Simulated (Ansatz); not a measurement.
Consider AlO2.

Input

```
crystal:
  lattice:
    - [2.8527306319, 0.0, 0.0]
    - [-1.4263653159, 2.4705371974, 0.0]
    - [0.0, 0.0, 4.2883408089]
  atoms:
    - { symbol: Al, position: [0.3333333333, 0.6666666667, 0.5] }
    - { symbol: O, position: [0.0, 0.0, 0.260720734] }
    - { symbol: O, position: [0.0, 0.0, 0.739279266] }
basis:
  ecutwfc: 420
kpoints:
  mp_grid: { grid: [18, 18, 12] }
hamiltonian:
  xc: pbe
scf:
  occupations: { method: gaussian, width: 0.1 }
output:
  forces: true
  stress: true
  eigenvalues: true
  write_density: true
  write_potential: true
  elf: true
  volumetric_format: npy
relax:
  adjacent_minimum: "off"
  f_tol: 0.01
  max_steps: 80
  cell: { stress_tol: 0.05 }
```

Run with:

```sh
ansatz run input.yaml --threads 1 --pin off --max-ram 2048MiB --backend cpu --events-out ev --progress --plain --runs-dir out
```

Below, planes, directions and counts refer to the conventional cell (a = 2.85 Å, b = 2.85 Å, c = 4.22 Å, α = 90.00°, β = 90.00°, γ = 120.00°).

The fields are those of the relaxed geometry.

Space group P-6m2; a structure generated by program, which may or may not match a known phase; computed without spin polarisation.

Theory: Ansatz, DFT PBE, scalar-relativistic, plane waves, PAW.

Question: What will maps of the valence pseudo-density and electron localisation function show?

Answer: Al–O (1.94 Å): ρ at the midpoint is about 0.55 e/Å³; the ELF peaks at about 0.85 in the valence shell of O, 0.7 Å from its nucleus, and is about 0.75 at the midpoint.

Question: Does the calculation give a band gap?

Answer: It is gapless in this calculation (a metal or semimetal).

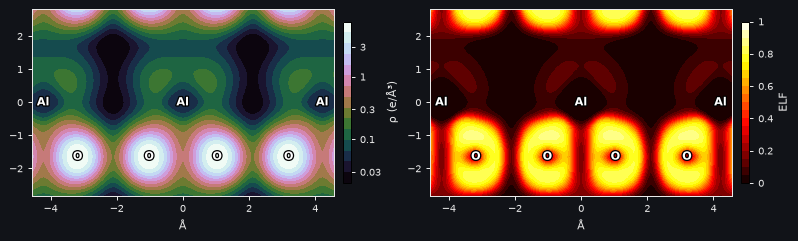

Computed valence pseudo-density and electron localisation function on the (110) plane of the conventional cell, in this order. 

In a PAW calculation such maps are meaningful between the atoms, not at the nuclei.
